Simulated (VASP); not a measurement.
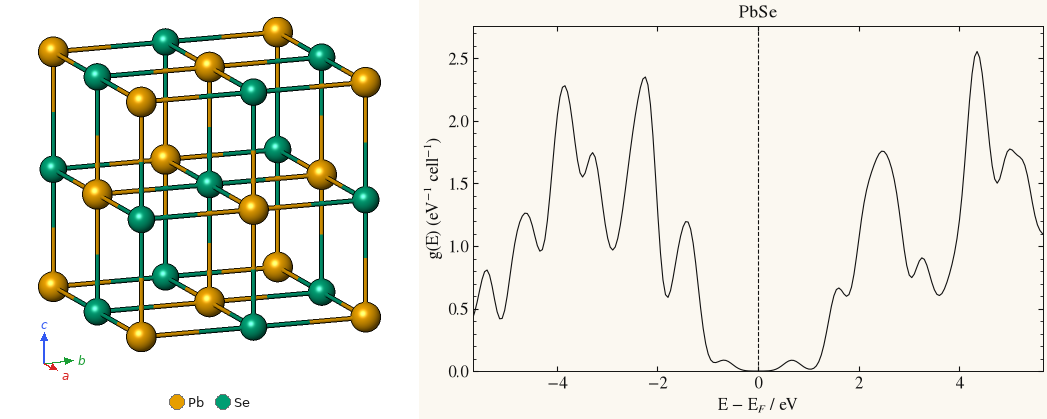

Density of states, beside the structure. Energies are counted from the Fermi level, put mid-gap where there is a gap. The curve is built from the levels of the k mesh with Gaussians 0.4 eV wide, which also blur the band edges.

System: PbSe, space group Fm-3m (No. 225), 2 atoms in the cell, rocksalt type.

```xyz
2
Lattice="0.0000 3.0887 3.0887 3.0887 0.0000 3.0887 3.0887 3.0887 0.0000" Properties=species:S:1:pos:R:3 pbc="T T T"
Pb    0.0000    0.0000    0.0000
Se    3.0887    3.0887    3.0887
```

Method: DFT, PBE0, plane waves, PAW, 6×6×6 k mesh, 520 eV cutoff, Gaussian smearing of 0.01 eV (VASP 6.6.1).

Question: Metal or insulator, going by the density of states?

Answer: There is a gap; over the k points computed it is 1.35 eV (direct among those points).

Spin-orbit coupling is left out, which matters for Pb.
